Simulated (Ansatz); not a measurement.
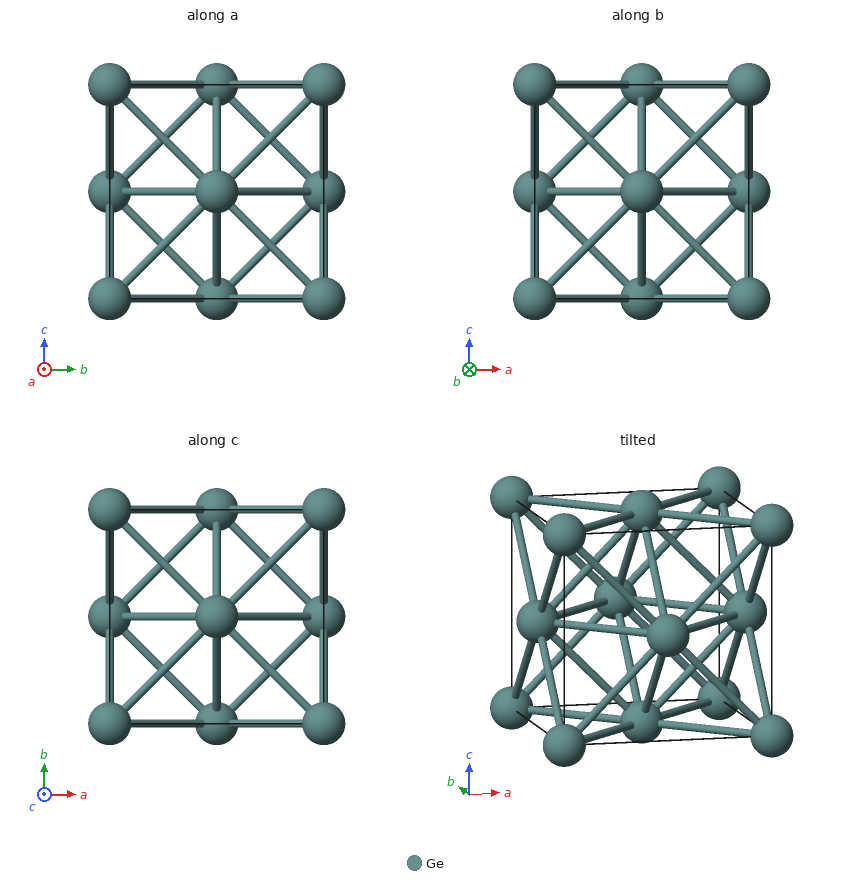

An orthographic ball-and-stick view of the structure, along the a axis, along the b axis, along the c axis and slightly off an axis. The conventional unit cell is drawn as a box.

Lattice parameters: a = 4.495 Å, b = 4.495 Å, c = 4.495 Å, α = 90.00°, β = 90.00°, γ = 90.00°. Put a along x and b in the xy plane.

**Convert the drawing into a POSCAR file.**

```
Ge
1.0
     4.495    0.000    0.000
     0.000    4.495    0.000
     0.000    0.000    4.495
Ge
4
Direct
  0.0000 0.0000 0.0000
  0.0000 0.5000 0.5000
  0.5000 0.0000 0.5000
  0.5000 0.5000 0.0000
```

The starting point was a structure type filled with this element by a generator (whether the element takes this form wasn't checked). Earlier steps of the study may have refined or changed the cell and positions. It was run through Ansatz as a DFT input.
